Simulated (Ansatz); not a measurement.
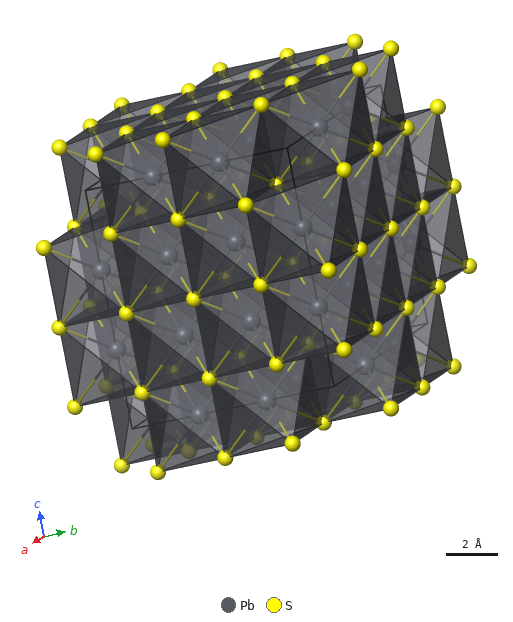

*The input geometry (polyhedral view of the cell of the calculation, seen slightly off an axis; polyhedra are completed across the faces of the cell). An atom can appear more than once, as a periodic image.*

**Run report: Pb$_{26}$S$_{27}$ (charge −2), field-gradient calculation (part 1 of 2)**

System: Pb$_{26}$S$_{27}$ (defect cell, 53 atoms in the cell, total charge −2).
Method: DFT, PBE, plane waves, PAW, no spin polarisation (Ansatz 0.2.0).

The structure derives from an entry of the Crystallography Open Database.

What the program printed:
```
band count auto-derived: 354 (N_el = 528.0; filled up to band 264; 317 by the electrons, moments and atoms)
Pb: output.efg is read without spin–orbit coupling, which moves field gradients at and beside such atoms by some per cent and up to a factor of two; PAW files take it under magnetization.noncollinear and magnetization.spin_orbit
Engine: ansatz 0.2.0, aarch64-unknown-linux-gnu
Pseudopotentials: kind: paw
Pseudopotential: Pb, paw, valence charge 14, recommended cutoff 420 eV (normal), Pb.paw.azcp
Pseudopotential: S, paw, valence charge 6, recommended cutoff 420 eV (normal), S.paw.azcp
Functional definition: PBE
  parameter kappa = 0.804
  parameter beta = 0.06672455060314922
  exchange = pbe_x(kappa = kappa, mu = beta*pi^2/3)
  correlation = pbe_c(beta = beta)
Crystal: 53 atoms, lattice volume = 1408.631 Å³
Basis set: ecut = 420 eV, 27581 PW (Γ), exchange–correlation on 180×180×180 points (8 copies of the dense FFT grid, shifted against one another)
Bands: 354, of which v1, the nominal top of the filled ones, is band 264 counted from 1 (263 counted from 0)
Symmetry: 48 space group operations
Space group: Fm-3m (ITA 225), of the structure as read, at distance tolerance 1.1e-4 Å
k-points: 3 of 8
Non-local potential: Pb, projectors of the file, l = 0: 2, l = 1: 2, l = 2: 2, l = 3: 2
Non-local potential: S, projectors of the file, l = 0: 2, l = 1: 2, l = 2: 2
PAW form: soft (Blöchl's): semilocal exchange-correlation on the pseudo side does not see the compensation charge
PAW one-centre angular grid: Pb, 590 points (default); XC on 64 Gauss nodes
PAW one-centre angular grid: S, 110 points (default); XC on 64 Gauss nodes
Initial density: superposition of atomic densities (neutral atoms scaled as one to the charged cell's electrons: chi_scale 0, normalization atom), corrected by the library's trained network
Initial wavefunctions: pseudopotential atomic-orbital guess
Functional: x = pbe(κ = 0.804, μ = 0.2195149727645171), c = pbe(β = 0.06672455060314922)
SCF iter   1: F=—  HF=-333934.797344 eV  |F-HF|=—  |Δ(HF+E_count)|=         —  Δρ=5.92e-3  dr2=7.45e-1  ethr=1.77e-3  ⟨swp⟩=10.0  Hψ=5433  notcnv=0
preconditioner: auto → LDOS  [metal: Δε(μ)=0.481 eV  Ē_g=14.699 eV  σ=0.300 eV  W_gap=0.37  n_scr=306 (ndim 8)  ℏωp=22.7 eV  f_vac=0.012  D(μ)=4.65/eV (n_scr^D=14)  β→1.0]
SCF iter   2: F=—  HF=-333934.773585 eV  |F-HF|=—  |Δ(HF+E_count)|=   2.38e-2  Δρ=6.14e-3  dr2=1.17e0  ethr=1.41e-4  ⟨swp⟩=2.0  Hψ=2185  notcnv=0
SCF iter   3: F=—  HF=-333934.499808 eV  |F-HF|=—  |Δ(HF+E_count)|=   2.74e-1  Δρ=1.26e-3  dr2=8.96e-2  ethr=1.41e-4  ⟨swp⟩=2.3  Hψ=1918  notcnv=0
SCF iter   4: F=—  HF=-333934.484123 eV  |F-HF|=—  |Δ(HF+E_count)|=   1.57e-2  Δρ=1.97e-4  dr2=1.95e-3  ethr=1.70e-5  ⟨swp⟩=3.0  Hψ=2129  notcnv=0
SCF iter   5: F=—  HF=-333934.484039 eV  |F-HF|=—  |Δ(HF+E_count)|=   8.41e-5  Δρ=1.23e-4  dr2=4.20e-4  ethr=3.70e-7  ⟨swp⟩=2.0  Hψ=1773  notcnv=0
SCF iter   6: F=—  HF=-333934.483993 eV  |F-HF|=—  |Δ(HF+E_count)|=   4.62e-5  Δρ=2.66e-5  dr2=1.50e-5  ethr=7.95e-8  ⟨swp⟩=2.0  Hψ=1321  notcnv=0
SCF iter   7: F=—  HF=-333934.484912 eV  |F-HF|=—  |Δ(HF+E_count)|=   9.19e-4  Δρ=7.49e-6  dr2=2.78e-6  ethr=2.83e-9  ⟨swp⟩=2.0  Hψ=1490  notcnv=0
SCF iter   8: F=-333934.484911 eV  HF=-333934.484911 eV  |F-HF|=3.49e-8  |Δ(HF+E_count)|=   5.49e-7  Δρ=1.81e-6  dr2=6.65e-8  ethr=1.89e-11  ⟨swp⟩=8.3  Hψ=6720  notcnv=0
SCF 1 converged in 8 iterations: F = -333934.484911 eV  dr2 = 6.65e-8
  greatest PAW one-centre occupation: 0.982 electrons in one spin orbital (limit 2), on the Pb atom at site 13 (counted from 0), in its partial waves of l = 2
```

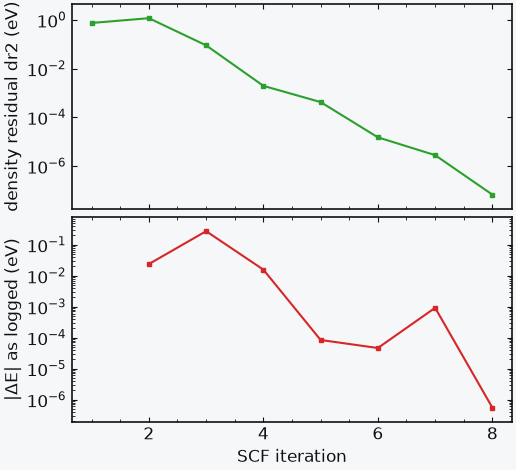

*Convergence of the self-consistent field: density residual dr2 and size of the energy change against the SCF iteration.*

The residual falls almost steadily, with no more than small rises.

```
SCF converged after 8 iterations
Free energy (F): -333934.484911 eV
Harris-Foulkes:  -333934.484911 eV  (|F-HF|=3.49e-8)
Internal energy: -333932.573817 eV  (E = F + TS)
E sigma→0 (E₀):  -333933.529364 eV
Entropy (-TS):   -1.911095 eV (-36.058 meV/atom)
Fermi energy:    8.392416 eV
--- Per-component energies (eV) ---
  E_band       = -1598.083701
  E_kinetic    = 10361.811652
  E_local      = -33261.834518  (includes V_loc(G=0)·N_el)
  E_nonlocal   = 9876.738687
  E_hartree    = 12999.476698
  E_xc         = -8393.531786
  E_vxc        = -5839.282594  (∫ρ·V_xc dr)
  E_paw        = -286694.811718  (= ΣΔE_a)
  E_vpaw       = -8734.502107  (= ΣTr[D̂ρ^β])
  E_aug_tail   = 0.001352  (compensation charges beyond the density's cutoff)
  E_ewald      = -38820.424185
  E_smearing   = -1.911095  (= −TS)
  E_closure    = -0.000000  (closes the sum)
  E_deformation_potential = -26.869416  (in the stress; not in F)
  Σ components = -333934.484911   (vs F -333934.484911, Δ=0.00e0)
--- Forces (eV/Å), atoms counted from 1 ---
  atom   1  Pb    -0.32774246    -0.32774246    -0.00000000
  atom   2  Pb     0.32774246     0.32774246    -0.00000000
  atom   3  Pb    -0.32774246    -0.00000000    -0.32774246
  atom   4  Pb     0.02080368    -0.02080368    -0.02080368
  atom   5  Pb    -0.00000000     0.32774246    -0.32774246
  atom   6  Pb     0.32774246     0.00000000     0.32774246
  atom   7  Pb     0.00000000    -0.32774246     0.32774246
  atom   8  Pb    -0.02080368     0.02080368     0.02080368
  atom   9  Pb     0.00000000    -0.32774246    -0.32774246
  atom  10  Pb    -0.02080368     0.02080368    -0.02080368
  atom  11  Pb     0.32774246     0.00000000    -0.32774246
  atom  12  Pb    -0.02080368    -0.02080368     0.02080368
  atom  13  Pb     0.02080368     0.02080368     0.02080368
  atom  14  Pb    -0.00000000    -0.00000000    -0.28353362
  atom  15  Pb     0.32774246    -0.32774246     0.00000000
  atom  16  Pb     0.00000000    -0.28353362     0.00000000
  atom  17  Pb     0.28353362     0.00000000     0.00000000
  atom  18  Pb    -0.00000000     0.32774246     0.32774246
  atom  19  Pb    -0.32774246    -0.00000000     0.32774246
  atom  20  Pb     0.02080368    -0.02080368     0.02080368
  atom  21  Pb    -0.32774246     0.32774246     0.00000000
  atom  22  Pb    -0.28353362    -0.00000000     0.00000000
  atom  23  Pb     0.00000000     0.28353362     0.00000000
  atom  24  Pb     0.02080368     0.02080368    -0.02080368
  atom  25  Pb    -0.00000000    -0.00000000     0.28353362
  atom  26  Pb    -0.02080368    -0.02080368    -0.02080368
  atom  27  S      0.04612974     0.04612974     0.04612974
  atom  28  S     -0.04612974    -0.04612974     0.04612974
  atom  29  S      0.00000000    -0.00000000     0.32021725
  atom  30  S     -0.04612974     0.04612974    -0.04612974
  atom  31  S     -0.00000000     0.00561421     0.00561421
  atom  32  S     -0.00561421    -0.00000000     0.00561421
  atom  33  S     -0.00000000     0.32021725    -0.00000000
  atom  34  S     -0.00561421     0.00561421     0.00000000
  atom  35  S     -0.32021725    -0.00000000    -0.00000000
  atom  36  S      0.04612974    -0.04612974    -0.04612974
  atom  37  S      0.00561421    -0.00000000     0.00561421
  atom  38  S      0.00000000    -0.00561421     0.00561421
  atom  39  S      0.00561421     0.00561421    -0.00000000
  atom  40  S     -0.00000000     0.00000000    -0.00000000
  atom  41  S     -0.00561421    -0.00561421     0.00000000
  atom  42  S     -0.00000000     0.00561421    -0.00561421
  atom  43  S     -0.00561421    -0.00000000    -0.00561421
  atom  44  S     -0.04612974     0.04612974     0.04612974
  atom  45  S      0.32021725     0.00000000     0.00000000
  atom  46  S      0.00561421    -0.00561421    -0.00000000
  atom  47  S      0.00000000    -0.32021725    -0.00000000
  atom  48  S      0.00561421    -0.00000000    -0.00561421
  atom  49  S      0.00000000    -0.00561421    -0.00561421
  atom  50  S      0.04612974    -0.04612974     0.04612974
  atom  51  S      0.00000000     0.00000000    -0.32021725
  atom  52  S      0.04612974     0.04612974    -0.04612974
  atom  53  S     -0.04612974    -0.04612974    -0.04612974
  max |Σ_I F_I| component: 4.16e-16 eV/Å
--- Stress (GPa, compression-positive) ---
        1.477561       0.000000       0.000000
       -0.000000       1.477561       0.000000
       -0.000000       0.000000       1.477561
  P = ⅓ Tr σ = 1.4776 GPa (14.776 kbar)
--- PAW observables at the nuclei: V_zz in 10²¹ V/m², potentials from the cell's mean, atoms counted from 1 ---
  atom   1  Pb V_zz =    +3.571523   η = 0.4343   by run symmetry: allowed
            electrostatic potential = -17477.721027 V   contact ρ = 16532719.814433 e/Å³
  atom   2  Pb V_zz =    +3.571523   η = 0.4343   by run symmetry: allowed
            electrostatic potential = -17477.721027 V   contact ρ = 16532719.814433 e/Å³
  atom   3  Pb V_zz =    +3.571523   η = 0.4343   by run symmetry: allowed
            electrostatic potential = -17477.721027 V   contact ρ = 16532719.814433 e/Å³
  atom   4  Pb V_zz =    -0.000789   η = 0.0000   by run symmetry: allowed
            electrostatic potential = -17477.605412 V   contact ρ = 16532724.822567 e/Å³
  atom   5  Pb V_zz =    +3.571523   η = 0.4343   by run symmetry: allowed
            electrostatic potential = -17477.721027 V   contact ρ = 16532719.814433 e/Å³
  atom   6  Pb V_zz =    +3.571523   η = 0.4343   by run symmetry: allowed
            electrostatic potential = -17477.721027 V   contact ρ = 16532719.814433 e/Å³
  atom   7  Pb V_zz =    +3.571523   η = 0.4343   by run symmetry: allowed
            electrostatic potential = -17477.721027 V   contact ρ = 16532719.814433 e/Å³
  atom   8  Pb V_zz =    -0.000789   η = 0.0000   by run symmetry: allowed
            electrostatic potential = -17477.605412 V   contact ρ = 16532724.822567 e/Å³
  atom   9  Pb V_zz =    +3.571523   η = 0.4343   by run symmetry: allowed
            electrostatic potential = -17477.721027 V   contact ρ = 16532719.814433 e/Å³
  atom  10  Pb V_zz =    -0.000789   η = 0.0000   by run symmetry: allowed
            electrostatic potential = -17477.605412 V   contact ρ = 16532724.822567 e/Å³
  atom  11  Pb V_zz =    +3.571523   η = 0.4343   by run symmetry: allowed
            electrostatic potential = -17477.721027 V   contact ρ = 16532719.814433 e/Å³
  atom  12  Pb V_zz =    -0.000789   η = 0.0000   by run symmetry: allowed
            electrostatic potential = -17477.605412 V   contact ρ = 16532724.822567 e/Å³
  atom  13  Pb V_zz =    -0.000789   η = 0.0000   by run symmetry: allowed
            electrostatic potential = -17477.605412 V   contact ρ = 16532724.822567 e/Å³
  atom  14  Pb V_zz =    -7.988965   η = 0.0000   by run symmetry: allowed
            electrostatic potential = -17477.796440 V   contact ρ = 16532727.873731 e/Å³
  atom  15  Pb V_zz =    +3.571523   η = 0.4343   by run symmetry: allowed
            electrostatic potential = -17477.721027 V   contact ρ = 16532719.814433 e/Å³
  atom  16  Pb V_zz =    -7.988965   η = 0.0000   by run symmetry: allowed
            electrostatic potential = -17477.796440 V   contact ρ = 16532727.873731 e/Å³
  atom  17  Pb V_zz =    -7.988965   η = 0.0000   by run symmetry: allowed
            electrostatic potential = -17477.796440 V   contact ρ = 16532727.873731 e/Å³
  atom  18  Pb V_zz =    +3.571523   η = 0.4343   by run symmetry: allowed
            electrostatic potential = -17477.721027 V   contact ρ = 16532719.814433 e/Å³
  atom  19  Pb V_zz =    +3.571523   η = 0.4343   by run symmetry: allowed
            electrostatic potential = -17477.721027 V   contact ρ = 16532719.814433 e/Å³
  atom  20  Pb V_zz =    -0.000789   η = 0.0000   by run symmetry: allowed
            electrostatic potential = -17477.605412 V   contact ρ = 16532724.822567 e/Å³
  atom  21  Pb V_zz =    +3.571523   η = 0.4343   by run symmetry: allowed
            electrostatic potential = -17477.721027 V   contact ρ = 16532719.814433 e/Å³
  atom  22  Pb V_zz =    -7.988965   η = 0.0000   by run symmetry: allowed
            electrostatic potential = -17477.796440 V   contact ρ = 16532727.873731 e/Å³
  atom  23  Pb V_zz =    -7.988965   η = 0.0000   by run symmetry: allowed
            electrostatic potential = -17477.796440 V   contact ρ = 16532727.873731 e/Å³
  atom  24  Pb V_zz =    -0.000789   η = 0.0000   by run symmetry: allowed
            electrostatic potential = -17477.605412 V   contact ρ = 16532724.822567 e/Å³
  atom  25  Pb V_zz =    -7.988965   η = 0.0000   by run symmetry: allowed
            electrostatic potential = -17477.796440 V   contact ρ = 16532727.873731 e/Å³
  atom  26  Pb V_zz =    -0.000789   η = 0.0000   by run symmetry: allowed
            electrostatic potential = -17477.605412 V   contact ρ = 16532724.822567 e/Å³
  atom  27  S  V_zz =    -0.167429   η = 0.0000   by run symmetry: allowed   C_q = +0.2810 MHz
            electrostatic potential = -1636.099836 V   contact ρ = 19770.506507 e/Å³
  atom  28  S  V_zz =    -0.167429   η = 0.0000   by run symmetry: allowed   C_q = +0.2810 MHz
            electrostatic potential = -1636.099836 V   contact ρ = 19770.506507 e/Å³
  atom  29  S  V_zz =    -4.244878   η = 0.0000   by run symmetry: allowed   C_q = +7.1233 MHz
            electrostatic potential = -1636.506604 V   contact ρ = 19770.699617 e/Å³
  atom  30  S  V_zz =    -0.167429   η = 0.0000   by run symmetry: allowed   C_q = +0.2810 MHz
            electrostatic potential = -1636.099836 V   contact ρ = 19770.506507 e/Å³
  atom  31  S  V_zz =    +0.601569   η = 0.3566   by run symmetry: allowed   C_q = -1.0095 MHz
            electrostatic potential = -1636.147988 V   contact ρ = 19770.492541 e/Å³
  atom  32  S  V_zz =    +0.601569   η = 0.3566   by run symmetry: allowed   C_q = -1.0095 MHz
            electrostatic potential = -1636.147988 V   contact ρ = 19770.492541 e/Å³
  atom  33  S  V_zz =    -4.244878   η = 0.0000   by run symmetry: allowed   C_q = +7.1233 MHz
            electrostatic potential = -1636.506604 V   contact ρ = 19770.699617 e/Å³
  atom  34  S  V_zz =    +0.601569   η = 0.3566   by run symmetry: allowed   C_q = -1.0095 MHz
            electrostatic potential = -1636.147988 V   contact ρ = 19770.492541 e/Å³
  atom  35  S  V_zz =    -4.244878   η = 0.0000   by run symmetry: allowed   C_q = +7.1233 MHz
            electrostatic potential = -1636.506604 V   contact ρ = 19770.699617 e/Å³
  atom  36  S  V_zz =    -0.167429   η = 0.0000   by run symmetry: allowed   C_q = +0.2810 MHz
            electrostatic potential = -1636.099836 V   contact ρ = 19770.506507 e/Å³
  atom  37  S  V_zz =    +0.601569   η = 0.3566   by run symmetry: allowed   C_q = -1.0095 MHz
            electrostatic potential = -1636.147988 V   contact ρ = 19770.492541 e/Å³
  atom  38  S  V_zz =    +0.601569   η = 0.3566   by run symmetry: allowed   C_q = -1.0095 MHz
            electrostatic potential = -1636.147988 V   contact ρ = 19770.492541 e/Å³
  atom  39  S  V_zz =    +0.601569   η = 0.3566   by run symmetry: allowed   C_q = -1.0095 MHz
            electrostatic potential = -1636.147988 V   contact ρ = 19770.492541 e/Å³
  atom  40  S  V_zz =    +0.000000   η = 0.0000   by run symmetry: forbidden   C_q = -0.0000 MHz
            electrostatic potential = -1636.372267 V   contact ρ = 19770.732936 e/Å³
  atom  41  S  V_zz =    +0.601569   η = 0.3566   by run symmetry: allowed   C_q = -1.0095 MHz
            electrostatic potential = -1636.147988 V   contact ρ = 19770.492541 e/Å³
  atom  42  S  V_zz =    +0.601569   η = 0.3566   by run symmetry: allowed   C_q = -1.0095 MHz
            electrostatic potential = -1636.147988 V   contact ρ = 19770.492541 e/Å³
  atom  43  S  V_zz =    +0.601569   η = 0.3566   by run symmetry: allowed   C_q = -1.0095 MHz
            electrostatic potential = -1636.147988 V   contact ρ = 19770.492541 e/Å³
  atom  44  S  V_zz =    -0.167429   η = 0.0000   by run symmetry: allowed   C_q = +0.2810 MHz
            electrostatic potential = -1636.099836 V   contact ρ = 19770.506507 e/Å³
  atom  45  S  V_zz =    -4.244878   η = 0.0000   by run symmetry: allowed   C_q = +7.1233 MHz
            electrostatic potential = -1636.506604 V   contact ρ = 19770.699617 e/Å³
  atom  46  S  V_zz =    +0.601569   η = 0.3566   by run symmetry: allowed   C_q = -1.0095 MHz
            electrostatic potential = -1636.147988 V   contact ρ = 19770.492541 e/Å³
  atom  47  S  V_zz =    -4.244878   η = 0.0000   by run symmetry: allowed   C_q = +7.1233 MHz
            electrostatic potential = -1636.506604 V   contact ρ = 19770.699617 e/Å³
  atom  48  S  V_zz =    +0.601569   η = 0.3566   by run symmetry: allowed   C_q = -1.0095 MHz
            electrostatic potential = -1636.147988 V   contact ρ = 19770.492541 e/Å³
  atom  49  S  V_zz =    +0.601569   η = 0.3566   by run symmetry: allowed   C_q = -1.0095 MHz
            electrostatic potential = -1636.147988 V   contact ρ = 19770.492541 e/Å³
  atom  50  S  V_zz =    -0.167429   η = 0.0000   by run symmetry: allowed   C_q = +0.2810 MHz
            electrostatic potential = -1636.099836 V   contact ρ = 19770.506507 e/Å³
  atom  51  S  V_zz =    -4.244878   η = 0.0000   by run symmetry: allowed   C_q = +7.1233 MHz
            electrostatic potential = -1636.506604 V   contact ρ = 19770.699617 e/Å³
  atom  52  S  V_zz =    -0.167429   η = 0.0000   by run symmetry: allowed   C_q = +0.2810 MHz
            electrostatic potential = -1636.099836 V   contact ρ = 19770.506507 e/Å³
  atom  53  S  V_zz =    -0.167429   η = 0.0000   by run symmetry: allowed   C_q = +0.2810 MHz
            electrostatic potential = -1636.099836 V   contact ρ = 19770.506507 e/Å³
--- Band table (eV) ---
```
